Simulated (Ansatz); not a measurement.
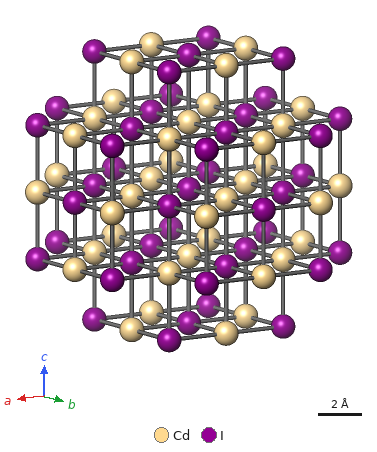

This is the input geometry for a relaxation of crystalline CdI (built on the rock salt_225 type). The picture is a ball-and-stick view of the conventional cell (4 times the calculation's cell), seen from a free direction. Lengths and directions refer to the drawn axes.

Case: rock salt type (Fm-3m, No. 225).

Method: Ansatz, DFT PBE, scalar-relativistic, plane waves, PAW.

The input:
```yaml
crystal:
  lattice:
    - [0.0, 3.2299009903, 3.2299009903]
    - [3.2299009903, 0.0, 3.2299009903]
    - [3.2299009903, 3.2299009903, 0.0]
  atoms:
    - { symbol: Cd, position: [0.0, 0.0, 0.0] }
    - { symbol: I, position: [0.5, 0.5, 0.5] }
basis:
  ecutwfc: 420
kpoints:
  mp_grid: { grid: [16, 16, 16] }
hamiltonian:
  xc: pbe
scf:
  occupations: { method: gaussian, width: 0.1 }
output:
  forces: true
  stress: true
  eigenvalues: true
relax:
  adjacent_minimum: "off"
  f_tol: 0.01
  max_steps: 80
  cell: { stress_tol: 0.05 }
```

Run as
```bash
ansatz run input.yaml --threads 1 --pin off --max-ram 2560MiB --backend cpu --events-out ev --progress --plain --runs-dir out
```

> Where does the relaxation end?

No atom moves by more than 0.005 Å relative to the cell. The drawn cell changes as follows: a = b = c 6.460 → 6.550 Å (+1.4 %); the volume changes by +4.2 %. Among the contacts that change: Cd1–I2 3.230 → 3.275 Å. The space group stays Fm-3m (No. 225). After 2 accepted moves (3 points after the start) the energy has fallen by 9.1 meV per cell of the calculation. All forces vanish by symmetry, so only the cell relaxes. The pressure goes from 1.04 to 0.02 GPa. The SCF was repeated once at an unchanged geometry on a basis and grid sized afresh for the cell, which shifted the energy by 0.5 meV per cell of the calculation at most.

Final geometry:

```
Cd I
1.0
     0.00000    3.27491    3.27491
     3.27491    0.00000    3.27491
     3.27491    3.27491    0.00000
Cd I
1 1
Direct
  0.00000 0.00000 0.00000
  0.50000 0.50000 0.50000
```

The end point in the same view:

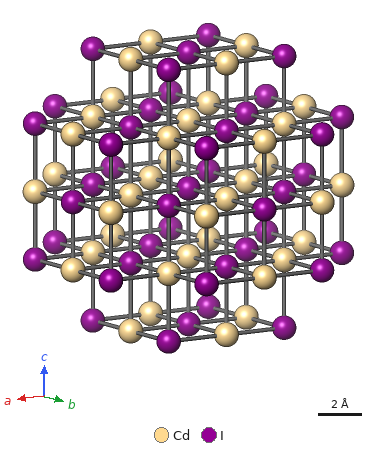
